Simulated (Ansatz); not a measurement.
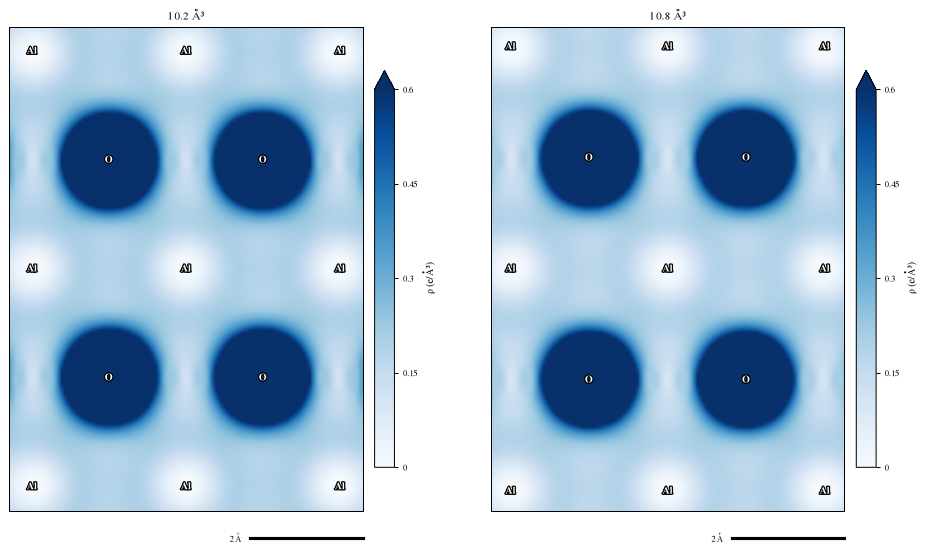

AlO. The valence charge density (pseudo) of cells scaled evenly to different volumes (given per atom above each panel), on the (101) plane of each (indices in the axes of the cell below), at one length scale and on one colour scale.

A generated structure, not necessarily the stable one.

Level of theory: Kohn-Sham DFT of a periodic cell, PBE, SPMS NC in Ansatz.

Core electrons are replaced by pseudopotentials, and the valence fields are smoothed inside the atomic spheres.

The largest cell:

```
Al O
1.0
     2.78753    0.00000    0.00000
     0.00000    2.78753    0.00000
     0.00000    0.00000    2.78753
Al O
1 1
Direct
  0.50000 0.50000 0.50000
  0.00000 0.00000 0.00000
```

| volume (Å³/atom) | Al–O contact in the plane (Å) | ρ at its midpoint (e/Å³) | pressure (GPa) | 
| --- | --- | --- | --- |
| 10.19 | 2.366 | 0.262 | 5.4 | 
| 10.41 | 2.382 | ? | ? | 
| 10.83 | 2.414 | 0.241 | −2.8 | 

Q: Estimate the missing row, and compare with the calculation.

A: Over the known rows ln ρ falls by 1.74 per Å of Al–O distance (the line through the two), which gives 0.255 e/Å³ at 2.382 Å; the calculation gives 0.255 e/Å³. For the pressure, a straight line in volume between the neighbouring rows gives 2.6 GPa; the calculation gives 2.4.
